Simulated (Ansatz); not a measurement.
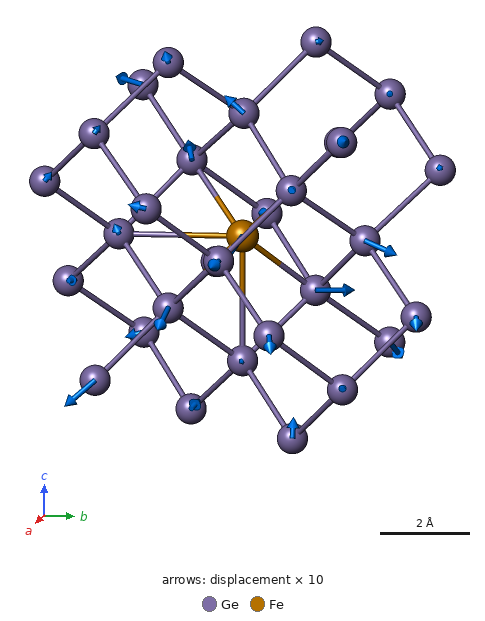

This is a relaxation of a defect cell of composition Ge₆₄Fe (cell charge +2). The starting structure is drawn; blue arrows show the displacements, 10 times their true length.

Style: ball-and-stick. Shown: the atoms within 5.8 Å of the atom that moves most (axes of the cell of the calculation), slightly off an axis.

The atoms of the start lie slightly off their symmetric places, so part of the fall in energy undoes that.

Method: Ansatz 0.2.0, DFT, PBEsol, PAW, plane waves. Settings: plane-wave cutoff 420 eV; k-point mesh 1 × 1 × 1; mesh shifted by (0.25, 0.25, 0.25); collinear spin; atoms relaxed in a fixed cell; force threshold 0.03 eV/Å; at most 80 steps.

> Describe the change and its energy.

The Fe atom moves most: 0.10 Å along [−1 −2 −3]. Largest moves by element: Fe 0.10 Å, Ge 0.10 Å. The cell stays as it was. Among the contacts that change: Fe–Ge 2.431 → 2.518 Å, Ge–Ge 2.424 → 2.506 Å, Fe–Ge 2.861 → 2.785 Å, Fe–Ge 2.440 → 2.500 Å. Among the angles between lasting bonds that change: Ge–Ge–Fe 179.4° → 175.0°, Ge–Ge–Fe 71.9° → 67.6°, Ge–Ge–Ge 108.0° → 112.0°. The energy falls by 0.505 eV per cell of the calculation in 5 geometry steps. The largest force component goes from 0.83 to 0.018 eV/Å. Cost: 19 s on 1 × NVIDIA GB300 Max-Q with 8 threads of Arm Neoverse-V2, peak memory 2.3 GiB.

Limits of the set-up: the cell is charged, on a uniform background, and energies carry no finite-size correction.
